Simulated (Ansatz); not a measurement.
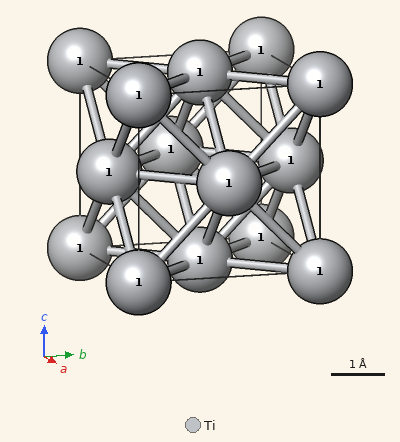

Figure 1. The structure (ball-and-stick view of the cell 4 times as large as that of the calculation, set on its symmetry axes, seen slightly off an axis; atoms are numbered from 1 in the order of the input). Near neighbours in the crystal (not all of them lie inside the picture): Ti has 12 Ti at 2.59 Å.

Single-point calculation, with input and output: Ti

- system: Ti (Fm-3m, 1 atom in the cell)
- method: DFT, PBE, PAW with Ansatz's default frozen-core files, scalar-relativistic, no spin polarisation (Ansatz 0.2.0)

Its volume is 0.70 times that of the source entry. It belongs to a series of runs on one base structure; here: volume scaled by 0.701, to set the pressure. Figures and captions count atoms from 1; the log counts them from 0 in places.

The program's output:
```
Engine: ansatz 0.2.0, aarch64-unknown-linux-gnu
Pseudopotentials: kind: paw
Pseudopotential: Ti, paw, valence charge 12, recommended cutoff 420 eV (normal), Ti.paw.azcp
Functional definition: PBE
  parameter kappa = 0.804
  parameter beta = 0.06672455060314922
  exchange = pbe_x(kappa = kappa, mu = beta*pi^2/3)
  correlation = pbe_c(beta = beta)
Crystal: 1 atoms, lattice volume = 12.215 Å³
Basis set: ecut = 420 eV, 259 PW (Γ), exchange–correlation on 36×36×36 points (8 copies of the dense FFT grid, shifted against one another)
Bands: 10, of which v1, the nominal top of the filled ones, is band 6 counted from 1 (5 counted from 0)
Symmetry: 48 space group operations
Space group: Fm-3m (ITA 225), of the structure as read, at distance tolerance 2.3e-5 Å
k-points: 195 of 5832
Non-local potential: Ti, projectors of the file, l = 0: 3, l = 1: 2, l = 2: 3, l = 3: 1
PAW form: soft (Blöchl's): semilocal exchange-correlation on the pseudo side does not see the compensation charge
PAW one-centre angular grid: Ti, 590 points (default); XC on 64 Gauss nodes
Initial density: superposition of atomic densities (neutral atoms: chi_scale 0, normalization atom), corrected by the library's trained network
Initial wavefunctions: pseudopotential atomic-orbital guess
Functional: x = pbe(κ = 0.804, μ = 0.2195149727645171), c = pbe(β = 0.06672455060314922)
SCF iter   1: F=—  HF=-2498.781639 eV  |F-HF|=—  |Δ(HF+E_count)|=         —  Δρ=6.26e-3  dr2=2.67e-3  ethr=1.77e-3  ⟨swp⟩=4.4  Hψ=10087  notcnv=0
preconditioner: auto → none  [metal: Δε(μ)=0.002 eV  Ē_g=23.902 eV  σ=0.100 eV  W_gap=0.00  n_scr=0 (ndim 8)  ℏωp=33.6 eV  f_vac=0.000  D(μ)=1.08/eV (n_scr^D=14)]
SCF iter   2: F=—  HF=-2498.780982 eV  |F-HF|=—  |Δ(HF+E_count)|=   6.56e-4  Δρ=2.75e-3  dr2=2.32e-4  ethr=2.22e-5  ⟨swp⟩=1.2  Hψ=3685  notcnv=0
SCF iter   3: F=—  HF=-2498.781040 eV  |F-HF|=—  |Δ(HF+E_count)|=   5.81e-5  Δρ=9.97e-4  dr2=3.45e-5  ethr=1.93e-6  ⟨swp⟩=2.9  Hψ=3091  notcnv=0
SCF iter   4: F=—  HF=-2498.781058 eV  |F-HF|=—  |Δ(HF+E_count)|=   1.76e-5  Δρ=7.20e-5  dr2=3.26e-7  ethr=2.88e-7  ⟨swp⟩=2.0  Hψ=2335  notcnv=0
iter 5 did not close the SCF: its close was put off for the readings that it lacked (scf_convergence_deferred on its scf_iter line)
SCF iter   5: F=-2498.781058 eV  HF=-2498.781058 eV  |F-HF|=4.72e-10  |Δ(HF+E_count)|=   7.03e-8  Δρ=4.34e-6  dr2=8.93e-10  ethr=2.72e-9  ⟨swp⟩=2.1  Hψ=2236  notcnv=0
SCF iter   6: F=-2498.781058 eV  HF=-2498.781058 eV  |F-HF|=8.19e-12  |Δ(HF+E_count)|=  1.05e-10  Δρ=6.39e-7  dr2=1.36e-11  ethr=7.44e-12  ⟨swp⟩=1.0  Hψ=5858  notcnv=0
SCF 1 converged in 6 iterations: F = -2498.781058 eV  dr2 = 1.36e-11
  greatest PAW one-centre occupation: 0.999 electrons in one spin orbital (limit 2), on the Ti atom at site 0 (counted from 0), in its partial waves of l = 0
SCF converged after 6 iterations
Free energy (F): -2498.781058 eV
Harris-Foulkes:  -2498.781058 eV  (|F-HF|=8.19e-12)
Internal energy: -2498.745455 eV  (E = F + TS)
E sigma→0 (E₀):  -2498.763256 eV
Entropy (-TS):   -0.035603 eV (-35.603 meV/atom)
Fermi energy:    19.785266 eV
--- Per-component energies (eV) ---
  E_band       = -75.847770
  E_kinetic    = 284.146802
  E_local      = -615.161685  (includes V_loc(G=0)·N_el)
  E_nonlocal   = 10.136734
  E_hartree    = 273.091485
  E_xc         = -100.705204
  E_vxc        = -126.354677  (∫ρ·V_xc dr)
  E_paw        = -1049.994618  (= ΣΔE_a)
  E_vpaw       = -174.798020  (= ΣTr[D̂ρ^β])
  E_aug_tail   = 0.000118  (compensation charges beyond the density's cutoff)
  E_ewald      = -1300.259088
  E_smearing   = -0.035603  (= −TS)
  E_closure    = 0.000000  (closes the sum)
  Σ components = -2498.781058   (vs F -2498.781058, Δ=0.00e0)
--- Forces (eV/Å), atoms counted from 1 ---
  atom   1  Ti    -0.00000000    -0.00000000    -0.00000000
  max |Σ_I F_I| component: 4.01e-32 eV/Å
--- Stress (GPa, compression-positive) ---
       67.657660       0.000000       0.000000
       -0.000000      67.657660      -0.000000
        0.000000       0.000000      67.657660
  P = ⅓ Tr σ = 67.6577 GPa (676.577 kbar)
--- Band table (eV; the first three rows and the last of 195) ---
  k-point 0: bands = ["-36.5120", "-11.6467", "-11.6467", "-11.6467", "13.2932", "20.7532", "20.7532", "20.7532", "23.3654", "23.3654"]
  k-point 1: bands = ["-36.4980", "-11.7109", "-11.6539", "-11.6539", "13.4352", "20.6538", "20.8107", "20.8107", "23.3212", "23.3212"]
  k-point 2: bands = ["-36.4574", "-11.8939", "-11.6747", "-11.6747", "13.8432", "20.3927", "20.9600", "20.9600", "23.2206", "23.2206"]
  k-point 194: bands = ["-35.8696", "-13.0101", "-12.8105", "-12.3630", "17.1857", "18.7795", "19.8163", "22.8304", "25.5877", "31.3678"]
```

This output came from the following input.

Input:
```yaml
crystal:
  lattice:
    - [0.0, 1.8278926141, 1.8278926141]
    - [1.8278926141, 0.0, 1.8278926141]
    - [1.8278926141, 1.8278926141, 0.0]
  atoms:
    - { symbol: Ti, position: [0.0, 0.0, 0.0] }
kpoints:
  mp_grid: { grid: [18, 18, 18] }
scf:
  occupations: { method: fermi_dirac, width: 0.1 }
hamiltonian:
  xc: pbe
  pseudopotentials: { kind: paw }
output:
  forces: true
  stress: true
  eigenvalues: true
```

Command:
```bash
ansatz run input.yaml --threads 1 --pin off --max-ram 3584MiB --backend cpu --events-out ev --progress --plain --runs-dir out
```

Key numbers:

- outcome: converged
- space group (tolerance 0.01 Å): Fm-3m (225)
- electrons treated: 12
- free energy: −2498.7811 eV
- Fermi energy: 19.785 eV
- pressure: 67.66 GPa
- largest force (length of the vector): under 0.001 eV/Å
- hardware: 1 thread of Arm Neoverse V1, 24 GiB of memory available, shared host
- wall time: 1.8 s
- peak memory: 0.29 GiB

The cell is under a pressure of 68 GPa at this level, so it is not at its equilibrium volume.
